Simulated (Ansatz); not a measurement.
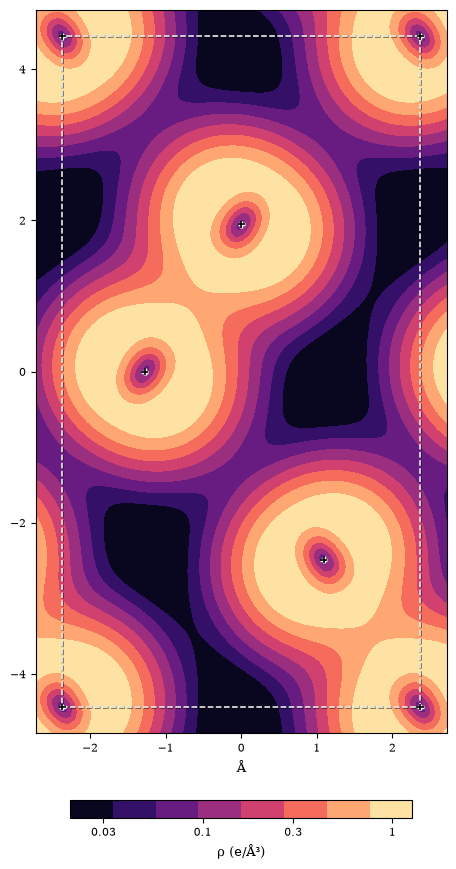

The valence charge density (pseudo) on a plane through atoms (crosses mark nuclei in the plane).

All numbers below come from Kohn-Sham DFT of a periodic cell, PBE, Ansatz PAW in Ansatz 0.2.0.

Candidates:
A. ZrO2, a = 5.06 Å, b = 5.06 Å, c = 5.06 Å, α = 90.00°, β = 90.00°, γ = 90.00°. Space group Fm-3m; a structure from a database of computed crystals, not necessarily the ambient phase; computed pressure about 9 GPa in this cell.
B. Br, a = 6.86 Å, b = 4.74 Å, c = 8.87 Å, α = 90.00°, β = 90.00°, γ = 90.00°. Space group Cmce.

### Which system is this?

Candidate B: Br on the (100) plane of the conventional cell, which holds Br. Br–Br (2.33 Å): ρ at the midpoint is about 0.69 e/Å³.
